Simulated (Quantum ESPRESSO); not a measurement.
# Run report: As, band-structure run (part 2 of 2)

Continued. System: As (R-3m, 2 atoms in the cell). Method: Kohn-Sham DFT of a periodic cell, LDA, SG15 PBE 1.2, no spin polarisation (Quantum ESPRESSO 7.5); cutoff 952.4 eV, 9×9×9 k-mesh, fermi-dirac of 0.05 eV. The structure derives from an entry of the Crystallography Open Database.

Geometry of the input (Å; fractional positions):
```
1.8808  1.0859  3.5141
-1.8808  1.0859  3.5141
0.0000  -2.1718  3.5141
As 0.2260  0.2260  0.2260
As 0.7740  0.7740  0.7740
```

What the program printed, continued:
```
    -7.0597   0.4636   4.6196   5.4899   5.5456   9.2221   9.6411  10.4597
    12.6799  14.1911

          k =-0.2501-0.1444 0.1785 (  2878 PWs)   bands (ev):

    -6.7310  -0.0545   3.6035   4.4602   5.9976   9.2672   9.7645  11.5981
    13.2245  15.4178

          k =-0.2501-0.2888 0.2231 (  2876 PWs)   bands (ev):

    -6.1988  -0.8884   3.1315   3.9544   5.3106   9.9048  10.4021  11.4195
    12.7257  16.5983

          k =-0.2501-0.4332 0.2677 (  2867 PWs)   bands (ev):

    -5.3918  -2.0892   2.6592   3.7197   5.0206  10.3653  10.6105  11.2328
    12.6569  17.6381

          k =-0.2501 0.7220-0.0892 (  2872 PWs)   bands (ev):

    -4.4474  -3.2929   2.2762   4.0701   5.0285   9.5135  10.0135  11.8803
    14.2326  16.3238

          k =-0.2501 0.5776-0.0446 (  2883 PWs)   bands (ev):

    -4.7855  -2.9738   2.3003   4.7584   5.2793   8.8408   9.1771  12.0362
    14.3908  16.3822

          k =-0.2501 0.4332 0.0000 (  2889 PWs)   bands (ev):

    -5.7352  -1.8470   2.8738   5.4637   5.6402   8.3283   8.6980  11.6488
    13.0627  15.8022

          k =-0.3751-0.2166 0.2677 (  2871 PWs)   bands (ev):

    -5.8339  -1.1153   2.4866   3.8154   4.2928   9.1848  11.9107  12.4041
    13.7626  17.1045

          k =-0.3751-0.3610 0.3123 (  2864 PWs)   bands (ev):

    -5.2248  -1.8209   1.9456   3.4715   4.0244   9.6502  12.1164  13.0498
    13.3340  18.5172

          k =-0.3751 0.7942-0.0446 (  2867 PWs)   bands (ev):

    -4.4565  -2.7824   1.4647   3.6490   4.0540  10.8395  11.2244  12.4465
    13.7360  17.1290

          k =-0.3751 0.6498 0.0000 (  2876 PWs)   bands (ev):

    -3.8272  -3.6619   1.5136   4.3074   4.3158  10.1183  10.2426  13.4544
    13.9668  15.3268

          k =-0.5002-0.2888 0.3570 (  2851 PWs)   bands (ev):

    -4.9138  -2.0013   1.6602   3.4290   3.4588   8.8822  12.9911  14.3120
    14.4302  18.0881

          k =-0.5002 0.8664 0.0000 (  2856 PWs)   bands (ev):

    -4.6112  -2.3557   1.3993   3.4444   3.4975   9.5086  12.5124  13.5945
    14.7593  18.4232

          k = 0.0000-0.0000 0.1339 (  2891 PWs)   bands (ev):

    -7.4121   1.0657   5.5726   5.5726   5.5972   9.1980  10.1541  10.1541
    14.2442  14.4881

          k = 0.0000-0.1444 0.1785 (  2885 PWs)   bands (ev):

    -7.1775   0.4151   4.4065   5.6594   6.5942   9.0085   9.5469  10.5603
    13.7944  14.2308

          k = 0.0000-0.2888 0.2231 (  2893 PWs)   bands (ev):

    -6.6227  -0.6971   3.5631   5.3790   7.3024   8.1079   9.1959  10.9759
    13.4073  14.8770

          k = 0.0000-0.4332 0.2677 (  2872 PWs)   bands (ev):

    -5.7792  -2.1052   3.3648   4.9502   7.1464   7.7780   9.0742  10.1484
    14.9258  16.4145

          k = 0.0000 0.7220-0.0892 (  2871 PWs)   bands (ev):

    -4.8426  -3.3430   3.6804   4.5952   6.3434   8.1799   9.2113   9.2401
    15.2229  17.2273

          k = 0.0000 0.5776-0.0446 (  2883 PWs)   bands (ev):

    -5.2145  -2.8576   4.3370   4.4291   5.6951   8.4111   8.8542   9.6275
    13.6708  18.0453

          k = 0.0000 0.4332 0.0000 (  2892 PWs)   bands (ev):

    -6.1709  -1.3711   4.4926   4.9369   5.3517   8.3349   9.2324  10.2698
    12.9585  15.7965

          k = 0.0000 0.2888 0.0446 (  2882 PWs)   bands (ev):

    -6.8980   0.1335   4.6081   4.7727   5.9472   8.6808   9.6298  10.8845
    12.9842  14.3086

          k =-0.1250-0.0722 0.2231 (  2880 PWs)   bands (ev):

    -7.0770   0.1061   4.4965   5.0364   7.0683   8.6401   9.7941  10.6408
    13.5845  14.8094

          k =-0.1250-0.2166 0.2677 (  2883 PWs)   bands (ev):

    -6.6586  -0.5542   3.4585   4.7726   6.8603   8.9457   9.8616  11.1015
    13.3041  15.4113

          k =-0.1250-0.3610 0.3123 (  2867 PWs)   bands (ev):

    -5.9446  -1.6020   2.8465   4.1250   6.7284   8.6963  10.2278  11.4549
    13.1504  16.7962

          k =-0.1250 0.7942-0.0446 (  2861 PWs)   bands (ev):

    -5.0199  -2.8376   2.9164   3.5249   6.5688   8.3003  10.5949  10.7357
    14.6701  15.6872

          k =-0.1250 0.6498 0.0000 (  2876 PWs)   bands (ev):

    -4.6993  -3.2124   3.1954   3.5135   6.1674   8.3304   9.8864  10.8450
    14.0325  17.2058

          k =-0.1250 0.5054 0.0446 (  2888 PWs)   bands (ev):

    -5.6025  -2.0320   3.2389   4.4516   5.5434   8.7553   9.3903  10.7887
    13.4074  16.2820

          k =-0.1250 0.3610 0.0892 (  2877 PWs)   bands (ev):

    -6.4188  -0.7289   3.6914   4.8122   5.6659   8.8318   9.7057  10.7668
    12.7624  15.4292

          k =-0.2501-0.1444 0.3123 (  2887 PWs)   bands (ev):

    -6.3891  -0.7760   3.0174   4.3006   5.6383   9.7792  10.6130  11.5201
    13.4820  16.8520

          k =-0.2501-0.2888 0.3570 (  2876 PWs)   bands (ev):

    -5.8341  -1.3598   2.3629   3.4930   5.4632   9.9470  11.1468  12.0432
    13.5093  17.3817

          k =-0.2501 0.8664 0.0000 (  2858 PWs)   bands (ev):

    -5.0457  -2.3076   2.1368   2.6891   5.6923   9.7731  11.6663  12.3920
    13.0889  16.4956

          k =-0.2501 0.7220 0.0446 (  2868 PWs)   bands (ev):

    -4.2603  -3.2617   1.9364   2.9044   5.8607   8.9701  11.4138  12.4278
    14.1449  15.3785

          k =-0.2501 0.5776 0.0892 (  2874 PWs)   bands (ev):

    -4.7810  -2.8050   2.1018   3.8010   5.7080   8.4960  10.5817  12.0099
    13.9923  16.7367

          k =-0.2501 0.4332 0.1339 (  2873 PWs)   bands (ev):

    -5.6446  -1.9156   2.8964   4.9052   5.1367   8.8586   9.7181  11.3710
    12.8979  16.2757

          k =-0.3751-0.2166 0.4016 (  2868 PWs)   bands (ev):

    -5.4719  -1.5342   1.6941   3.7421   4.3137   9.3829  12.3395  13.3208
    14.0295  18.2343

          k =-0.3751 0.9386 0.0446 (  2868 PWs)   bands (ev):

    -4.9176  -2.1015   1.4399   2.9155   4.6427   9.7446  11.8182  13.9678
    14.1686  17.6156

          k =-0.3751 0.7942 0.0892 (  2871 PWs)   bands (ev):

    -4.2789  -2.9080   1.3801   2.7082   5.0729   9.9766  11.6378  13.3162
    14.0008  16.0627

          k =-0.3751 0.6498 0.1339 (  2876 PWs)   bands (ev):

    -3.8098  -3.6820   1.6135   3.4476   5.3568   8.7457  11.7974  12.9984
    14.1876  14.9098

          k =-0.3751 0.5054 0.1785 (  2873 PWs)   bands (ev):

    -4.6589  -3.1704   2.4898   4.7116   5.1134   8.2329  10.3834  11.4069
    14.4739  16.8273

          k = 0.6252 0.3610-0.3123 (  2857 PWs)   bands (ev):

    -4.7333  -2.2660   1.3797   3.5058   3.7197   9.0918  12.5877  14.1110
    14.7200  18.5196

          k = 0.6252 0.2166-0.2677 (  2867 PWs)   bands (ev):

    -4.6392  -2.4798   1.6364   2.9962   4.3199   9.6109  11.5558  13.8732
    14.0782  17.7182

          k = 0.6252 0.0722-0.2231 (  2867 PWs)   bands (ev):

    -4.6532  -2.7392   1.8430   3.4736   4.8517   9.4473  11.5424  12.4242
    13.3110  17.0676

          k = 0.5002 0.2888-0.2231 (  2871 PWs)   bands (ev):

    -5.1073  -2.0749   2.3006   3.6293   3.7594   9.0748  12.1540  12.7079
    13.5424  18.4456

          k = 0.5002 0.1444-0.1785 (  2876 PWs)   bands (ev):

    -5.4812  -1.8079   2.6667   3.8590   4.4451   9.6120  11.0034  11.3007
    13.4725  17.3064

          k = 0.3751 0.2166-0.1339 (  2883 PWs)   bands (ev):

    -6.0886  -1.0923   3.6384   4.0864   4.7364   9.2115  10.1212  11.4909
    13.0271  16.4793

          k = 0.0000-0.0000 0.2677 (  2892 PWs)   bands (ev):

    -7.1069  -0.2612   5.6218   5.6218   6.3259   9.3838   9.4670   9.4670
    13.8698  15.0944

          k = 0.0000-0.1444 0.3123 (  2881 PWs)   bands (ev):

    -6.8202  -0.7494   4.0776   5.7681   7.5013   8.4377   8.8925  10.7286
    14.2180  14.7997

          k = 0.0000-0.2888 0.3570 (  2874 PWs)   bands (ev):

    -6.2325  -1.4020   2.7194   5.2735   7.2032   8.5508   9.1001  11.9481
    14.1712  15.3071

          k = 0.0000 0.8664 0.0000 (  2870 PWs)   bands (ev):

    -5.3981  -2.3684   2.2034   4.6379   6.1728   9.0439   9.5804  12.0203
    15.0466  15.4133

          k = 0.0000 0.7220 0.0446 (  2868 PWs)   bands (ev):

    -4.6735  -3.1723   2.4745   4.1767   5.3040   9.2586  10.1469  11.2657
    13.6107  17.3358

          k = 0.0000 0.5776 0.0892 (  2875 PWs)   bands (ev):

    -5.2259  -2.4251   3.2303   3.9857   4.6021   9.2398  10.6048  10.8183
    12.8904  18.5978

          k =-0.1250-0.0722 0.3570 (  2877 PWs)   bands (ev):

    -6.6760  -1.0977   4.4295   5.0136   7.1102   8.6435  10.0303  10.1284
    13.7043  15.7902

          k =-0.1250-0.2166 0.4016 (  2881 PWs)   bands (ev):

    -6.2372  -1.4718   3.0574   4.5457   6.9822   8.7495  10.3719  11.2659
    13.9471  16.5478

          k =-0.1250 0.9386 0.0446 (  2865 PWs)   bands (ev):

    -5.5422  -2.0266   2.0524   3.6781   7.0093   8.4340  11.0852  12.4369
    14.1561  15.8069

          k =-0.1250 0.7942 0.0892 (  2860 PWs)   bands (ev):

    -4.7413  -2.8097   1.9056   3.0593   6.2680   8.7761  11.2688  12.6720
    14.2142  15.1972

          k =-0.1250 0.6498 0.1339 (  2870 PWs)   bands (ev):

    -4.6877  -2.8116   2.3293   2.9780   5.3312   9.2497  10.9344  12.0107
    13.8383  17.3366

          k =-0.2501-0.1444 0.4462 (  2883 PWs)   bands (ev):

    -5.9662  -1.6522   2.6271   4.3317   5.5925  10.0198  10.9140  11.6040
    13.6059  18.1882

          k =-0.2501 1.0108 0.0892 (  2872 PWs)   bands (ev):

    -5.4505  -1.9362   1.8780   3.2528   5.9999   9.6081  11.2970  12.7363
    14.1966  16.7520

          k =-0.2501 0.8664 0.1339 (  2856 PWs)   bands (ev):

    -4.7638  -2.4871   1.7353   2.1664   6.4964   8.9493  12.2431  12.7642
    14.4087  15.4871

          k =-0.2501 0.7220 0.1785 (  2863 PWs)   bands (ev):

    -4.2006  -3.0926   1.6696   2.3210   6.0144   8.8524  12.0549  13.1834
    14.4179  15.0171

          k = 0.7503 0.4332-0.2677 (  2863 PWs)   bands (ev):

    -5.1512  -2.1025   1.3495   3.8812   4.7121   9.8353  11.5389  13.6972
    13.9905  17.5344

          k = 0.7503 0.2888-0.2231 (  2859 PWs)   bands (ev):

    -4.7035  -2.5157   1.3924   2.8061   5.4680   9.6472  11.2358  14.0075
    14.2789  16.1166

          k = 0.6252 0.3610-0.1785 (  2869 PWs)   bands (ev):

    -4.6416  -2.7370   1.6479   3.7630   4.4079   9.5070  11.4074  13.3476
    13.3617  17.6338

          k =-0.0000 0.0000 0.4016 (  2874 PWs)   bands (ev):

    -6.6710  -1.5122   5.7058   5.7058   6.7110   8.7921   8.7921   9.4754
    14.3290  16.1886

          k =-0.0000-0.1444 0.4462 (  2888 PWs)   bands (ev):

    -6.3783  -1.8076   4.0088   5.6563   7.5474   8.3575   8.6613  10.8023
    14.6708  15.8560

          k =-0.0000 1.0108 0.0892 (  2882 PWs)   bands (ev):

    -5.8268  -2.0354   2.3543   4.9141   6.4429   9.4872   9.5185  12.3421
    15.0628  16.1707

          k =-0.0000 0.8664 0.1339 (  2864 PWs)   bands (ev):

    -5.1083  -2.4241   1.5069   4.2089   5.3508   9.8881  10.5145  13.5174
    13.9810  15.8985

          k =-0.1250-0.0722 0.4908 (  2892 PWs)   bands (ev):

    -6.2508  -2.0529   4.2942   5.1413   6.9865   8.7155   9.3725  10.4681
    14.3150  17.1019

          k =-0.1250 1.0829 0.1339 (  2886 PWs)   bands (ev):

    -5.8745  -2.1425   2.9205   4.3025   7.2710   8.2708  10.8423  11.4906
    14.5261  16.2834

          k =-0.1250 0.9386 0.1785 (  2874 PWs)   bands (ev):

    -5.3026  -2.2243   1.7521   3.3287   6.6266   8.9202  11.5274  12.8531
    14.5828  15.4754

          k = 0.8753 0.5054-0.2231 (  2882 PWs)   bands (ev):

    -5.6917  -2.1846   2.3688   4.5526   5.8878   9.9875  10.1825  12.2618
    14.1238  17.0794

          k = 0.0000-0.0000 0.5354 (  2868 PWs)   bands (ev):

    -6.2928  -2.3245   5.7843   5.7843   6.8479   8.3788   8.3788   9.4347
    15.2143  17.5916

          k = 0.0000 1.1551 0.1785 (  2892 PWs)   bands (ev):

    -6.0972  -2.3503   4.1142   5.3905   7.1546   8.6046   8.8683  10.6883
    15.0521  17.2943

     the Fermi energy is     7.5374 ev

!    total energy              =     -25.33979549 Ry
     estimated scf accuracy    <          3.7E-12 Ry
     smearing contrib. (-TS)   =      -0.00011212 Ry
     internal energy E=F+TS    =     -25.33968337 Ry

     The total energy is F=E-TS. E is the sum of the following terms:
     one-electron contribution =       6.08747367 Ry
     hartree contribution      =       1.40963184 Ry
     xc contribution           =      -6.24328535 Ry
     ewald contribution        =     -26.59350353 Ry

     convergence has been achieved in   7 iterations

     Forces acting on atoms (cartesian axes, Ry/au):

     atom    1 type  1   force =     0.00000000    0.00000000    0.02470059
     atom    2 type  1   force =    -0.00000000   -0.00000000   -0.02470059

     Total force =     0.034932     Total SCF correction =     0.000002

     Computing stress (Cartesian axis) and pressure

          total   stress  (Ry/bohr**3)                   (kbar)     P=       22.71
   0.00019003  -0.00000000  -0.00000000           27.96       -0.00       -0.00
  -0.00000000   0.00019003   0.00000000           -0.00       27.96        0.00
  -0.00000000   0.00000000   0.00008301           -0.00        0.00       12.21

=------------------------------------------------------------------------------=
   JOB DONE.
=------------------------------------------------------------------------------=
```

File pp_density.out:
```
This program is part of the open-source Quantum ESPRESSO suite
     for quantum simulation of materials; please cite
         "P. Giannozzi et al., J. Phys.:Condens. Matter 21 395502 (2009);
         "P. Giannozzi et al., J. Phys.:Condens. Matter 29 465901 (2017);
         "P. Giannozzi et al., J. Chem. Phys. 152 154105 (2020);
          URL
     in publications or presentations arising from this work. More details at

     ./tmp/pwscf.save/

     IMPORTANT: XC functional enforced from input :
     Exchange-correlation= PZ
                           (   1   1   0   0   0   0   0)
     Any further DFT definition will be discarded
     Please, verify this is what you really want

     G-vector sticks info
     --------------------
     sticks:   dense  smooth     PW     G-vecs:    dense   smooth      PW
     Sum        1087    1087    343                22937    22937    3961

     Using Slab Decomposition

     Calling punch_plot, plot_num =   0
     Writing data to file  density.dat
     Reading data from file  density.dat

     Writing data to be plotted to file density.cube
     Plot Type: 3D                     Output format: Gaussian cube

=------------------------------------------------------------------------------=
   JOB DONE.
=------------------------------------------------------------------------------=
```

File pp_potential.out:
```
This program is part of the open-source Quantum ESPRESSO suite
     for quantum simulation of materials; please cite
         "P. Giannozzi et al., J. Phys.:Condens. Matter 21 395502 (2009);
         "P. Giannozzi et al., J. Phys.:Condens. Matter 29 465901 (2017);
         "P. Giannozzi et al., J. Chem. Phys. 152 154105 (2020);
          URL
     in publications or presentations arising from this work. More details at

     ./tmp/pwscf.save/

     IMPORTANT: XC functional enforced from input :
     Exchange-correlation= PZ
                           (   1   1   0   0   0   0   0)
     Any further DFT definition will be discarded
     Please, verify this is what you really want

     G-vector sticks info
     --------------------
     sticks:   dense  smooth     PW     G-vecs:    dense   smooth      PW
     Sum        1087    1087    343                22937    22937    3961

     Using Slab Decomposition

     Calling punch_plot, plot_num =  11
     Writing data to file  potential.dat
     Reading data from file  potential.dat

     Writing data to be plotted to file potential.cube
     Plot Type: 3D                     Output format: Gaussian cube

=------------------------------------------------------------------------------=
   JOB DONE.
=------------------------------------------------------------------------------=
```

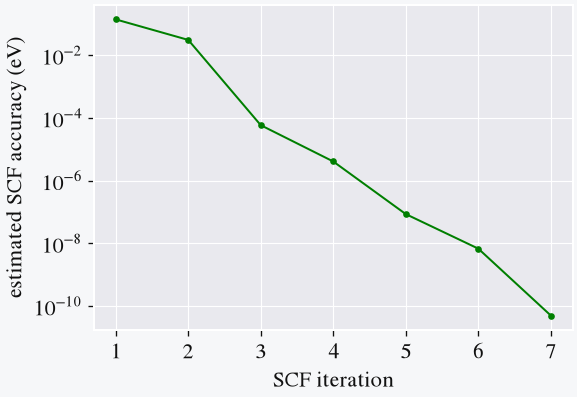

**Figure 1.** Convergence of the self-consistent field: estimated SCF accuracy against the iteration. The field takes 7 iterations in all.

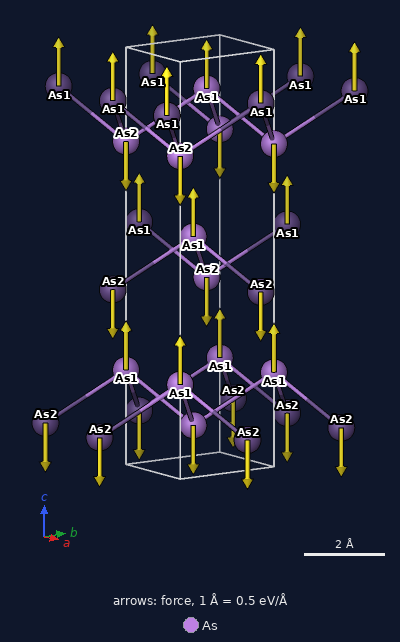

**Figure 2.** Forces on the atoms as yellow arrows (ball-and-stick view of the cell 3 times as large as that of the calculation, set on its symmetry axes, seen slightly off an axis; neighbours outside the cell are drawn fainter; atoms are numbered from 1 in the order of the input). The largest act on As1, As2 (0.64 eV/Å). The geometry is not a stationary point of this energy.

Key numbers:

- outcome: converged
- space group (tolerance 0.01 Å): R-3m (166)
- electrons treated: 10
- free energy: −344.7655 eV
- Fermi energy: 7.537 eV
- gap on the k-point mesh: none (metallic)
- pressure: 2.27 GPa
- largest force (length of the vector): 0.635 eV/Å
- hardware: 1 thread of Arm Neoverse V1, 24 GiB of memory available, shared host
- wall time: 75 s
- peak memory: 0.09 GiB

Notes:

Further notes kept with the run: potentials made for another functional. Points of doubt noted for this run: potentials made for another functional.
